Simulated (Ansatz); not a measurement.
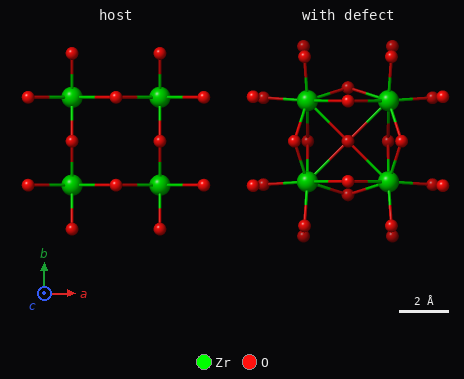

Left: perfect ZrO₂. Right: the same region with one point defect, after relaxing the atoms in a supercell of 48 sites. The picture is a ball-and-stick view of the atoms within 5.4 Å of one point, in a slice 3.4 Å thick across the line of sight, seen along the c axis.

Level of theory: Ansatz 0.2.0, DFT PBE, scalar-relativistic, plane waves, PAW. (plane-wave cutoff 420 eV; k-point mesh 2 × 2 × 2; occupations gaussian; smearing width 0.01 eV; mesh shifted by (0.5, 0.5, 0.5); no spin polarisation) The cell is small and the k-mesh coarse, so the numbers are rough. The axes drawn are those of the host's conventional cell.

> What kind of defect was made?

An extra oxygen atom is put between the host's atoms (an interstitial).

The charge state of the cell is 0.

> What does the relaxation do around it?

The O atom starts with 8 O at 2.08 to 2.43 Å around its place and ends with 8 O at 2.34 to 2.46 Å, 4 Zr at 2.36 Å. Of the host's atoms, an oxygen atom moves furthest from its site, by 0.41 Å. Relaxing the atoms from the host's sites lowers the energy by 1.84 eV. At a tolerance of 0.02 Å the relaxed supercell has space group I-42m.
